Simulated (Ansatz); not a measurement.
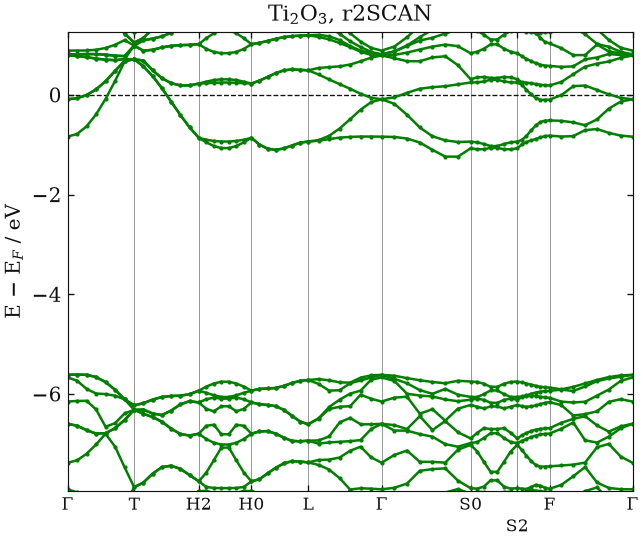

Band structure. Energies are counted from the Fermi level. The path runs straight from each named point to the next.

Input of the run:

```
crystal:
  lattice:
    - [2.361895, 4.090918, 0.0]
    - [-2.361895, 4.090918, 0.0]
    - [0.0, -2.727279, 4.299832]
  atoms:
    - { symbol: Ti, position: [0.35223, 0.35223, 0.05669] }
    - { symbol: Ti, position: [0.14777, 0.14777, 0.44331] }
    - { symbol: Ti, position: [0.64777, 0.64777, 0.94331] }
    - { symbol: Ti, position: [0.85223, 0.85223, 0.55669] }
    - { symbol: O, position: [0.94378, 0.55622, 0.75] }
    - { symbol: O, position: [0.25, 0.94378, 0.75] }
    - { symbol: O, position: [0.55622, 0.25, 0.75] }
    - { symbol: O, position: [0.05622, 0.44378, 0.25] }
    - { symbol: O, position: [0.75, 0.05622, 0.25] }
    - { symbol: O, position: [0.44378, 0.75, 0.25] }
  symmetry: { tolerance: 0.0003 }
kpoints:
  mp_grid: { grid: [7, 7, 7], shift: [0, 0, 0] }
  band_path:
    path:
      - [0.0, 0.0, 0.0]
      - [0.0, 0.0, 0.5]
      - [0.26628234, -0.26628234, 0.5]
      - [0.26628234, -0.46743533, 0.23371766]
      - [0.5, 0.0, 0.0]
      - [0.0, 0.0, 0.0]
      - [0.36685883, -0.36685883, 0.0]
      - [0.26628234, -0.36685883, 0.36685883]
      - [0.0, -0.5, 0.5]
      - [0.0, 0.0, 0.0]
    npoints: 7
magnetization:
  spin_polarized: false
scf:
  occupations: { method: fermi_dirac, width: 0.0169 }
  lower_state_search: "off"
  max_iter: 200
hamiltonian:
  pseudopotentials: { kind: paw }
  xc: r2scan
basis:
  ecutwfc: 500
  fft_grid_basis: typed
output:
  forces: true
  stress: true
  eigenvalues: true
  bader: true
  populations: true
  elf: true
  write_potential: true
  volumetric_format: npy
  dos:
    e_range: [-12, 8]
    de: 0.05
    projected: { site_lists: { O: [O], Ti: [Ti] } }
  write_density: true
checkpoint:
  read: saved_state
```

Launched with:
```bash
ansatz run input.yaml --threads 1 --pin off --max-ram 2560MiB --backend cpu --events-out ev --progress --plain --runs-dir out
```

### Metal, semiconductor or insulator?

A metal: 3 bands cross the Fermi level along this path.

### By band count a gap could open at this filling. What closes it?

The last band that the electron count would fill rises to 0.72 eV above the Fermi level at T, leaving holes there, and the next band dips to 0.10 eV below it between S2 and F, holding electrons: an overlap of 0.82 eV.

The structure was built from a prototype or by substitution, so it need not be a known phase. The atoms aren't at rest in this cell (largest force 1.0 eV/Å), so the relaxed material can differ. The cell is at 81 GPa in this functional.
